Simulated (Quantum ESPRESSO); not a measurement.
# Relaxation of cell and atoms, with input and output: TiC (part 1 of 2)

- system: TiC (Fm-3m, 2 atoms in the cell)
- method: Kohn-Sham DFT of a periodic cell, PBEsol, SSSP 1.3 efficiency PBE, no spin polarisation (Quantum ESPRESSO 7.5)

The structure was built on a prototype by a generator; it need not be a known phase.

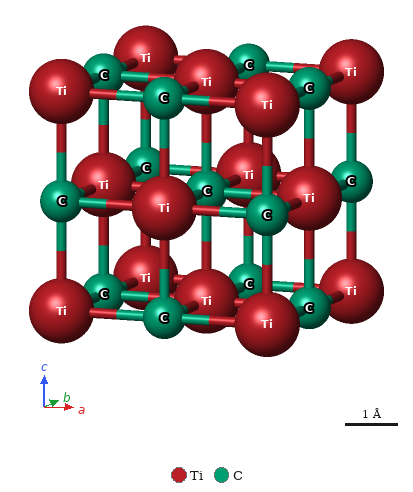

**Figure 1.** The structure (ball-and-stick view of the cell 4 times as large as that of the calculation, set on its symmetry axes, seen slightly off an axis). Near neighbours in the crystal (not all of them lie inside the picture): Ti has 6 C at 2.17 Å; C has 6 Ti at 2.17 Å.

### Input
```
&CONTROL
  calculation = 'vc-relax'
  prefix = 'pwscf'
  outdir = './tmp'
  pseudo_dir = './pseudo'
  tprnfor = .true.
  tstress = .true.
  disk_io = 'low'
  nstep = 40
  forc_conv_thr = 0.0004
  etot_conv_thr = 1d-05
/
&SYSTEM
  ibrav = 0
  nat = 2
  ntyp = 2
  ecutwfc = 55
  ecutrho = 440
  nbnd = 14
  input_dft = 'pbesol'
  occupations = 'smearing'
  smearing = 'mv'
  degauss = 0.00734986
/
&ELECTRONS
  conv_thr = 4d-10
  electron_maxstep = 120
  mixing_beta = 0.5
/
&IONS
  ion_dynamics = 'bfgs'
/
&CELL
  cell_dynamics = 'bfgs'
  press = 0
  press_conv_thr = 0.3
/
ATOMIC_SPECIES
Ti    47.8670 ti_pbe_v1.4.uspp.F.UPF
C     12.0110 C.pbe-n-kjpaw_psl.1.0.0.UPF
CELL_PARAMETERS angstrom
   0.0000000000    2.1650000000    2.1650000000
   2.1650000000    0.0000000000    2.1650000000
   2.1650000000    2.1650000000    0.0000000000
ATOMIC_POSITIONS crystal
Ti     0.0000000000    0.0000000000    0.0000000000
C      0.5000000000    0.5000000000    0.5000000000
K_POINTS automatic
16 16 16 0 0 0
```

Hardware: 4 threads of Arm Neoverse V1, 24 GiB of memory available, shared host.

Run as:
```bash
OMP_NUM_THREADS=1 mpirun -n 4 pw.x -nk 4 -in pw.in > pw.out
```

### The program's output
```
This program is part of the open-source Quantum ESPRESSO suite
     for quantum simulation of materials; please cite
         "P. Giannozzi et al., J. Phys.:Condens. Matter 21 395502 (2009);
         "P. Giannozzi et al., J. Phys.:Condens. Matter 29 465901 (2017);
         "P. Giannozzi et al., J. Chem. Phys. 152 154105 (2020);
          URL
     in publications or presentations arising from this work. More details at

     file C.pbe-n-kjpaw_psl.1.0.0.UPF: wavefunction(s)  2S 2P renormalized

     IMPORTANT: XC functional enforced from input :
     Exchange-correlation= PBESOL
                           (   1   4  10   8   0   0   0)
     Any further DFT definition will be discarded
     Please, verify this is what you really want

     Message from routine setup:
     using ibrav=0 with symmetry is DISCOURAGED, use correct ibrav instead

     K-points division:     npool     =       4
     Subspace diagonalization in iterative solution of the eigenvalue problem:
     a serial algorithm will be used

     G-vector sticks info
     --------------------
     sticks:   dense  smooth     PW     G-vecs:    dense   smooth      PW
     Sum        1027     511    163                21331     7631    1411

     Using Slab Decomposition

     bravais-lattice index     =            0
     lattice parameter (alat)  =       5.7859  a.u.
     unit-cell volume          =     136.9621 (a.u.)^3
     number of atoms/cell      =            2
     number of atomic types    =            2
     number of electrons       =        16.00
     number of Kohn-Sham states=           14
     kinetic-energy cutoff     =      55.0000  Ry
     charge density cutoff     =     440.0000  Ry
     scf convergence threshold =      4.0E-10
     mixing beta               =       0.5000
     number of iterations used =            8  plain     mixing
     energy convergence thresh.=      1.0E-05
     force convergence thresh. =      4.0E-04
     press convergence thresh. =      3.0E-01
     Exchange-correlation= PBESOL
                           (   1   4  10   8   0   0   0)
     nstep                     =           40

     celldm(1)=   5.785911  celldm(2)=   0.000000  celldm(3)=   0.000000
     celldm(4)=   0.000000  celldm(5)=   0.000000  celldm(6)=   0.000000

     crystal axes: (cart. coord. in units of alat)
               a(1) = (   0.000000   0.707107   0.707107 )
               a(2) = (   0.707107   0.000000   0.707107 )
               a(3) = (   0.707107   0.707107   0.000000 )

     reciprocal axes: (cart. coord. in units 2 pi/alat)
               b(1) = ( -0.707107  0.707107  0.707107 )
               b(2) = (  0.707107 -0.707107  0.707107 )
               b(3) = (  0.707107  0.707107 -0.707107 )

     PseudoPot. # 1 for Ti read from file:
     ti_pbe_v1.4.uspp.F.UPF
     Pseudo is Ultrasoft + core correction, Zval = 12.0
     Generated by new atomic code, or converted to UPF format
     Using radial grid of  851 points,  6 beta functions with:
                l(1) =   0
                l(2) =   0
                l(3) =   1
                l(4) =   1
                l(5) =   2
                l(6) =   2
     Q(r) pseudized with  6 coefficients,  rinner =    1.000   1.000   1.000
                                                       1.000   1.000

     PseudoPot. # 2 for C  read from file:
     C.pbe-n-kjpaw_psl.1.0.0.UPF
     Pseudo is Projector augmented-wave + core cor, Zval =  4.0
     Generated using "atomic" code by A. Dal Corso  v.5.1
     Shape of augmentation charge: PSQ
     Using radial grid of 1073 points,  4 beta functions with:
                l(1) =   0
                l(2) =   0
                l(3) =   1
                l(4) =   1
     Q(r) pseudized with 0 coefficients

     atomic species   valence    mass     pseudopotential
     Ti               12.00    47.86700     Ti( 1.00)
     C                 4.00    12.01100     C ( 1.00)

     48 Sym. Ops., with inversion, found

   Cartesian axes

     site n.     atom                  positions (alat units)
         1        Ti     tau(   1) = (   0.0000000   0.0000000   0.0000000  )
         2        C      tau(   2) = (   0.7071068   0.7071068   0.7071068  )

     number of k points=   145  Marzari-Vanderbilt smearing, width (Ry)=  0.0073

     Number of k-points >= 100: set verbosity='high' to print them.

     Dense  grid:    21331 G-vectors     FFT dimensions: (  40,  40,  40)

     Smooth grid:     7631 G-vectors     FFT dimensions: (  27,  27,  27)

     Check: negative core charge=   -0.000005

     Initial potential from superposition of free atoms

     starting charge      14.9999, renormalised to      16.0000

     negative rho (up, down):  1.221E-03 0.000E+00
     Starting wfcs are   14 randomized atomic wfcs
     Checking if some PAW data can be deallocated...

     Self-consistent Calculation

     iteration #  1     ecut=    55.00 Ry     beta= 0.50
     Davidson diagonalization with overlap
     ethr =  1.00E-02,  avg # of iterations =  3.9

     negative rho (up, down):  2.128E-03 0.000E+00

     total energy              =    -136.89869875 Ry
     estimated scf accuracy    <       1.04618543 Ry

     iteration #  2     ecut=    55.00 Ry     beta= 0.50
     Davidson diagonalization with overlap
     ethr =  6.54E-03,  avg # of iterations =  2.1

     negative rho (up, down):  8.965E-04 0.000E+00

     total energy              =    -137.08531602 Ry
     estimated scf accuracy    <       1.37747997 Ry

     iteration #  3     ecut=    55.00 Ry     beta= 0.50
     Davidson diagonalization with overlap
     ethr =  6.54E-03,  avg # of iterations =  1.1

     negative rho (up, down):  8.453E-04 0.000E+00

     total energy              =    -137.32134923 Ry
     estimated scf accuracy    <       0.02516703 Ry

     iteration #  4     ecut=    55.00 Ry     beta= 0.50
     Davidson diagonalization with overlap
     ethr =  1.57E-04,  avg # of iterations =  2.3

     negative rho (up, down):  7.092E-04 0.000E+00

     total energy              =    -137.32856268 Ry
     estimated scf accuracy    <       0.00096601 Ry

     iteration #  5     ecut=    55.00 Ry     beta= 0.50
     Davidson diagonalization with overlap
     ethr =  6.04E-06,  avg # of iterations =  2.7

     negative rho (up, down):  5.937E-04 0.000E+00

     total energy              =    -137.32854191 Ry
     estimated scf accuracy    <       0.00020760 Ry

     iteration #  6     ecut=    55.00 Ry     beta= 0.50
     Davidson diagonalization with overlap
     ethr =  1.30E-06,  avg # of iterations =  1.9

     negative rho (up, down):  5.927E-04 0.000E+00

     total energy              =    -137.32856427 Ry
     estimated scf accuracy    <       0.00000869 Ry

     iteration #  7     ecut=    55.00 Ry     beta= 0.50
     Davidson diagonalization with overlap
     ethr =  5.43E-08,  avg # of iterations =  1.8

     negative rho (up, down):  5.909E-04 0.000E+00

     total energy              =    -137.32856448 Ry
     estimated scf accuracy    <       0.00000176 Ry

     iteration #  8     ecut=    55.00 Ry     beta= 0.50
     Davidson diagonalization with overlap
     ethr =  1.10E-08,  avg # of iterations =  1.7

     negative rho (up, down):  5.909E-04 0.000E+00

     total energy              =    -137.32856477 Ry
     estimated scf accuracy    <       0.00000003 Ry

     iteration #  9     ecut=    55.00 Ry     beta= 0.50
     Davidson diagonalization with overlap
     ethr =  1.95E-10,  avg # of iterations =  2.0

     negative rho (up, down):  5.908E-04 0.000E+00

     total energy              =    -137.32856478 Ry
     estimated scf accuracy    <          3.7E-09 Ry

     iteration # 10     ecut=    55.00 Ry     beta= 0.50
     Davidson diagonalization with overlap
     ethr =  2.32E-11,  avg # of iterations =  1.2

     negative rho (up, down):  5.908E-04 0.000E+00

     total energy              =    -137.32856478 Ry
     estimated scf accuracy    <          9.4E-10 Ry

     iteration # 11     ecut=    55.00 Ry     beta= 0.50
     Davidson diagonalization with overlap
     ethr =  5.88E-12,  avg # of iterations =  1.0

     negative rho (up, down):  5.907E-04 0.000E+00

     total energy              =    -137.32856478 Ry
     estimated scf accuracy    <          9.9E-10 Ry

     iteration # 12     ecut=    55.00 Ry     beta= 0.50
     Davidson diagonalization with overlap
     ethr =  5.88E-12,  avg # of iterations =  1.6

     negative rho (up, down):  5.907E-04 0.000E+00

     total energy              =    -137.32856478 Ry
     estimated scf accuracy    <          5.6E-10 Ry

     iteration # 13     ecut=    55.00 Ry     beta= 0.50
     Davidson diagonalization with overlap
     ethr =  3.50E-12,  avg # of iterations =  1.6

     negative rho (up, down):  5.907E-04 0.000E+00

     End of self-consistent calculation

     Number of k-points >= 100: set verbosity='high' to print the bands.

     the Fermi energy is    14.6436 ev

!    total energy              =    -137.32856478 Ry
     estimated scf accuracy    <          2.8E-11 Ry
     smearing contrib. (-TS)   =      -0.00004166 Ry
     internal energy E=F+TS    =    -137.32852312 Ry

     The total energy is F=E-TS. E is the sum of the following terms:
     one-electron contribution =     -29.24701556 Ry
     hartree contribution      =      22.70368964 Ry
     xc contribution           =     -22.42889243 Ry
     ewald contribution        =    -102.43701099 Ry
     one-center paw contrib.   =      -5.91929378 Ry

     convergence has been achieved in  13 iterations

     negative rho (up, down):  5.907E-04 0.000E+00

     Forces acting on atoms (cartesian axes, Ry/au):

     atom    1 type  1   force =    -0.00000000    0.00000000    0.00000000
     atom    2 type  2   force =    -0.00000000    0.00000000    0.00000000

     Total force =     0.000000     Total SCF correction =     0.000000

     Computing stress (Cartesian axis) and pressure

     negative rho (up, down):  5.907E-04 0.000E+00
          total   stress  (Ry/bohr**3)                   (kbar)     P=      -64.02
  -0.00043520  -0.00000000  -0.00000000          -64.02       -0.00       -0.00
  -0.00000000  -0.00043520  -0.00000000           -0.00      -64.02       -0.00
  -0.00000000  -0.00000000  -0.00043520           -0.00       -0.00      -64.02

     BFGS Geometry Optimization
     Energy error            =      2.0E-03 Ry
     Gradient error          =      1.2E-32 Ry/Bohr
     Cell gradient error     =      6.4E+01 kbar

     number of scf cycles    =   1
     number of bfgs steps    =   0

     enthalpy           new  =    -137.3285647771 Ry

     new trust radius        =       0.0254661712 bohr
     new conv_thr            =       0.0000000004 Ry

     new unit-cell volume =    132.54004 a.u.^3 (    19.64041 Ang^3 )
     density =      5.06251 g/cm^3

CELL_PARAMETERS (angstrom)
  -0.000000000   2.141444550   2.141444550
   2.141444550  -0.000000000   2.141444550
   2.141444550   2.141444550  -0.000000000

ATOMIC_POSITIONS (crystal)
Ti               0.0000000000        0.0000000000       -0.0000000000
C                0.5000000000        0.5000000000        0.5000000000

     NEW-OLD atomic charge density approx. for the potential
     New effective cutoffs (rho, wfc):  448.40   56.21

     Check: negative core charge=   -0.000005

     negative rho (up, down):  6.443E-04 0.000E+00

     Self-consistent Calculation

     iteration #  1     ecut=    55.00 Ry     beta= 0.50
     Davidson diagonalization with overlap
     ethr =  1.00E-06,  avg # of iterations =  4.0

     negative rho (up, down):  6.785E-04 0.000E+00

     total energy              =    -137.32916670 Ry
     estimated scf accuracy    <       0.00018483 Ry

     iteration #  2     ecut=    55.00 Ry     beta= 0.50
     Davidson diagonalization with overlap
     ethr =  1.16E-06,  avg # of iterations =  2.0

     negative rho (up, down):  6.680E-04 0.000E+00

     total energy              =    -137.32920253 Ry
     estimated scf accuracy    <       0.00028276 Ry

     iteration #  3     ecut=    55.00 Ry     beta= 0.50
     Davidson diagonalization with overlap
     ethr =  1.16E-06,  avg # of iterations =  1.1

     negative rho (up, down):  6.756E-04 0.000E+00

     total energy              =    -137.32924625 Ry
     estimated scf accuracy    <       0.00000081 Ry

     iteration #  4     ecut=    55.00 Ry     beta= 0.50
     Davidson diagonalization with overlap
     ethr =  5.07E-09,  avg # of iterations =  2.3

     negative rho (up, down):  6.786E-04 0.000E+00

     total energy              =    -137.32924643 Ry
     estimated scf accuracy    <       0.00000009 Ry

     iteration #  5     ecut=    55.00 Ry     beta= 0.50
     Davidson diagonalization with overlap
     ethr =  5.53E-10,  avg # of iterations =  1.0

     negative rho (up, down):  6.784E-04 0.000E+00

     total energy              =    -137.32924644 Ry
     estimated scf accuracy    <          2.2E-09 Ry

     iteration #  6     ecut=    55.00 Ry     beta= 0.50
     Davidson diagonalization with overlap
     ethr =  1.35E-11,  avg # of iterations =  2.0

     negative rho (up, down):  6.784E-04 0.000E+00

     End of self-consistent calculation

     Number of k-points >= 100: set verbosity='high' to print the bands.

     the Fermi energy is    15.2152 ev

!    total energy              =    -137.32924644 Ry
     estimated scf accuracy    <          5.1E-11 Ry
     smearing contrib. (-TS)   =      -0.00004195 Ry
     internal energy E=F+TS    =    -137.32920450 Ry

     The total energy is F=E-TS. E is the sum of the following terms:
     one-electron contribution =     -27.63834387 Ry
     hartree contribution      =      22.28005068 Ry
     xc contribution           =     -22.48718790 Ry
     ewald contribution        =    -103.56379708 Ry
     one-center paw contrib.   =      -5.91992633 Ry

     convergence has been achieved in   6 iterations

     negative rho (up, down):  6.784E-04 0.000E+00

     Forces acting on atoms (cartesian axes, Ry/au):

     atom    1 type  1   force =    -0.00000000    0.00000000    0.00000000
     atom    2 type  2   force =     0.00000000   -0.00000000    0.00000000

     Total force =     0.000000     Total SCF correction =     0.000000

     Computing stress (Cartesian axis) and pressure

     negative rho (up, down):  6.784E-04 0.000E+00
          total   stress  (Ry/bohr**3)                   (kbar)     P=       20.95
   0.00014244  -0.00000000  -0.00000000           20.95       -0.00       -0.00
  -0.00000000   0.00014244  -0.00000000           -0.00       20.95       -0.00
  -0.00000000  -0.00000000   0.00014244           -0.00       -0.00       20.95

     Energy error            =      6.8E-04 Ry
     Gradient error          =      9.4E-32 Ry/Bohr
     Cell gradient error     =      2.1E+01 kbar

     number of scf cycles    =   2
     number of bfgs steps    =   1

     enthalpy           old  =    -137.3285647771 Ry
     enthalpy           new  =    -137.3292464436 Ry

     CASE: enthalpy          _new < enthalpy          _old

     new trust radius        =       0.0061431436 bohr
     new conv_thr            =            4.0E-12 Ry

     new unit-cell volume =    133.60373 a.u.^3 (    19.79803 Ang^3 )
     density =      5.02220 g/cm^3

CELL_PARAMETERS (angstrom)
  -0.000000000   2.147157941   2.147157941
   2.147157941  -0.000000000   2.147157941
   2.147157941   2.147157941  -0.000000000

ATOMIC_POSITIONS (crystal)
Ti               0.0000000000       -0.0000000000       -0.0000000000
C                0.5000000000        0.5000000000        0.5000000000

     NEW-OLD atomic charge density approx. for the potential
     New effective cutoffs (rho, wfc):  446.01   55.91

     Check: negative core charge=   -0.000005

     negative rho (up, down):  6.661E-04 0.000E+00

     Self-consistent Calculation

     iteration #  1     ecut=    55.00 Ry     beta= 0.50
     Davidson diagonalization with overlap
     ethr =  1.00E-06,  avg # of iterations =  3.0

     Threshold (ethr) on eigenvalues was too large:
     Diagonalizing with lowered threshold

     Davidson diagonalization with overlap
     ethr =  6.69E-08,  avg # of iterations =  1.0

     negative rho (up, down):  6.579E-04 0.000E+00

     total energy              =    -137.32931429 Ry
     estimated scf accuracy    <       0.00001099 Ry

     iteration #  2     ecut=    55.00 Ry     beta= 0.50
     Davidson diagonalization with overlap
     ethr =  6.87E-08,  avg # of iterations =  2.0

     negative rho (up, down):  6.605E-04 0.000E+00

     total energy              =    -137.32931638 Ry
     estimated scf accuracy    <       0.00001710 Ry

     iteration #  3     ecut=    55.00 Ry     beta= 0.50
     Davidson diagonalization with overlap
     ethr =  6.87E-08,  avg # of iterations =  1.1

     negative rho (up, down):  6.587E-04 0.000E+00

     total energy              =    -137.32931904 Ry
     estimated scf accuracy    <       0.00000005 Ry

     iteration #  4     ecut=    55.00 Ry     beta= 0.50
     Davidson diagonalization with overlap
     ethr =  2.92E-10,  avg # of iterations =  2.3

     negative rho (up, down):  6.579E-04 0.000E+00

     total energy              =    -137.32931905 Ry
     estimated scf accuracy    <          5.8E-09 Ry

     iteration #  5     ecut=    55.00 Ry     beta= 0.50
     Davidson diagonalization with overlap
     ethr =  3.64E-11,  avg # of iterations =  1.0

     negative rho (up, down):  6.580E-04 0.000E+00

     total energy              =    -137.32931905 Ry
     estimated scf accuracy    <          1.3E-10 Ry

     iteration #  6     ecut=    55.00 Ry     beta= 0.50
     Davidson diagonalization with overlap
     ethr =  7.97E-13,  avg # of iterations =  1.9

     negative rho (up, down):  6.580E-04 0.000E+00

     End of self-consistent calculation

     Number of k-points >= 100: set verbosity='high' to print the bands.

     the Fermi energy is    15.0745 ev

!    total energy              =    -137.32931905 Ry
     estimated scf accuracy    <          3.0E-12 Ry
     smearing contrib. (-TS)   =      -0.00004208 Ry
     internal energy E=F+TS    =    -137.32927697 Ry

     The total energy is F=E-TS. E is the sum of the following terms:
     one-electron contribution =     -28.03137594 Ry
     hartree contribution      =      22.38289944 Ry
     xc contribution           =     -22.47281233 Ry
     ewald contribution        =    -103.28822327 Ry
     one-center paw contrib.   =      -5.91976488 Ry

     convergence has been achieved in   6 iterations
```
